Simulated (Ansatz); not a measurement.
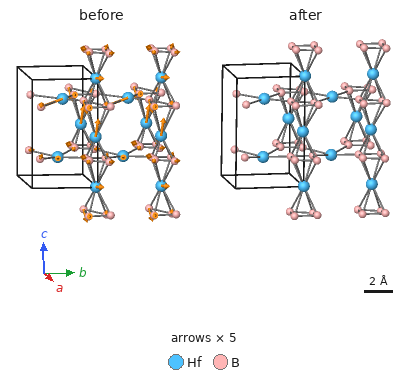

The structure of crystalline HfB2 (a generated structure, set up in P1) (coarse preliminary run) before (left) and after (right) a relaxation, at one scale. The orange arrows give the displacements (the part carried along by the change of the cell is left out), 5 times their true length.

Style: ball-and-stick. Shown: the cell of the calculation, repeated 1 × 2 × 1 with one cell outlined, slightly off an axis.

These are results of DFT PBE, scalar-relativistic, plane waves, PAW in Ansatz 0.2.0, not measurements. Set-up: plane-wave cutoff 420 eV; k-point mesh 4 × 4 × 4; occupations gaussian; smearing width 0.2 eV; no spin polarisation; cell and atoms relaxed; force threshold 0.025 eV/Å; at most 60 steps.

Describe what moved and what it gained.

The run was cut off at its time limit before the relaxation converged, so the last structure is only a point on the way. The largest move relative to the cell is that of a Hf atom, 0.36 Å roughly along [0 −3 −1]. Largest moves by element: Hf 0.36 Å, B 0.22 Å. The volume changes by −0.5 %, with a 4.996 → 4.733 Å (−5.3 %), b 4.903 → 5.085 Å (+3.7 %), c 8.097 → 8.197 Å (+1.2 %), α 91.6° → 89.8°, β 90.1° → 91.6°, γ 89.8° → 89.2°. Near-neighbour distances that change, for instance: B–Hf 2.825 → 2.395 Å, B–Hf 1.838 → 2.199 Å, B–Hf 1.871 → 2.232 Å, B–Hf 2.649 → 2.309 Å. Among the angles between lasting bonds that change: B–Hf–B 100.1° → 84.1°, B–Hf–B 163.1° → 177.6°, Hf–B–B 82.5° → 70.7°. The space group stays P1 (No. 1). The energy falls by 506 meV per atom in 2 geometry steps. Largest force component: 13 eV/Å at the start, 0.89 eV/Å at the end. The pressure goes from 14.96 to 3.07 GPa.
